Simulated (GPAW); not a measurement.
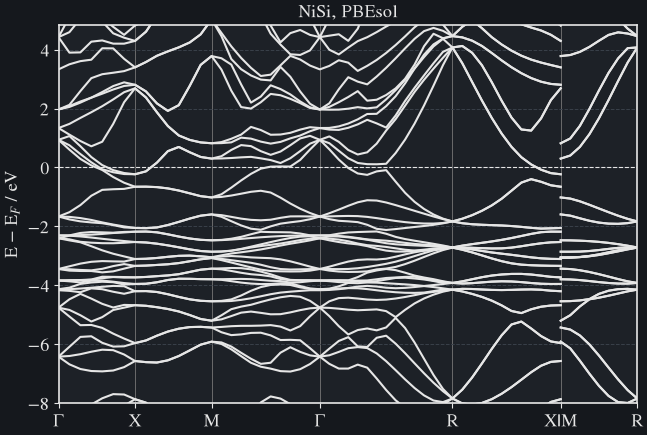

Band structure. Energies are counted from the Fermi level.

**Which Bravais lattice do the labels of the path belong to?**

A simple cubic lattice: the path Γ–X–M–Γ–R–X|M–R runs through the special points of its Brillouin zone.

System: NiSi, space group P2_13, 8 atoms in the cell; cubic a = 4.504 Å.

Computed with GPAW 26.7.0: PBEsol, PAW data sets generated in the run's folder for this functional, collinear spin, ferromagnetic start that ends with little or no moment, no spin-orbit coupling, 5×5×5 k mesh, 600 eV cutoff, Fermi-Dirac smearing of 0.05 eV.

**Is there a gap at the Fermi level?**

A metal: bands cross the Fermi level along this path.

**Which levels at R lie nearest to the Fermi level?**

At R the nearest levels lie 1.83 eV below and 4.08 eV above the Fermi level.

The k mesh is thin for a metal, so its Fermi level is uncertain. The cell is a database's computed one. Bands are joined in order of energy, so crossings between the computed points show as kinks or gaps.
